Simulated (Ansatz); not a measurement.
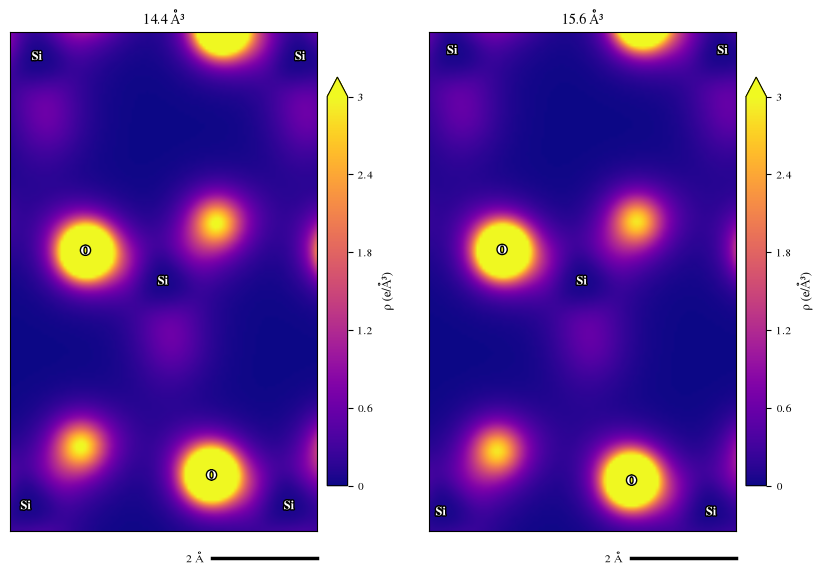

SiO2. The valence pseudo-density of cells scaled evenly to different volumes (given per atom above each panel), on the (101̄) plane of each (indices in the axes of the cell below), at one length scale and on one colour scale.

A structure from a database of computed crystals, not necessarily the ambient phase.

Theory: Kohn-Sham DFT of a periodic cell, PBE, Ansatz PAW in Ansatz.

The largest cell:

```
CELL_PARAMETERS angstrom
-2.50989 2.50989 3.70378
2.50989 -2.50989 3.70378
2.50989 2.50989 -3.70378
ATOMIC_POSITIONS crystal
Si 0.75000 0.25000 0.50000
Si 0.00000 0.00000 0.00000
O 0.87500 0.02821 0.65321
O 0.77821 0.12500 0.15321
O 0.97179 0.62500 0.84679
O 0.37500 0.22179 0.34679
```

| volume (Å³/atom) | Si–O contact in the plane (Å) | ρ at its midpoint (e/Å³) | pressure (GPa) | gap on the mesh (eV) | 
| --- | --- | --- | --- | --- |
| 14.36 | 1.590 | 1.303 | 12.0 | 6.14 | 
| 14.96 | 1.612 | ? | ? | ? | 
| 15.55 | 1.634 | 1.200 | −1.8 | 5.69 | 

> What values belong in the row with question marks?

Over the known rows ln ρ falls by 1.87 per Å of Si–O distance (the line through the two), which gives 1.250 e/Å³ at 1.612 Å; the calculation gives 1.251 e/Å³. For the pressure, a straight line in volume between the neighbouring rows gives 5.0 GPa; the calculation gives 4.4, lower because pressure rises ever faster on compression. For the gap on the mesh, a straight line in volume between the neighbouring rows gives 5.91 eV; the calculation gives 5.92.
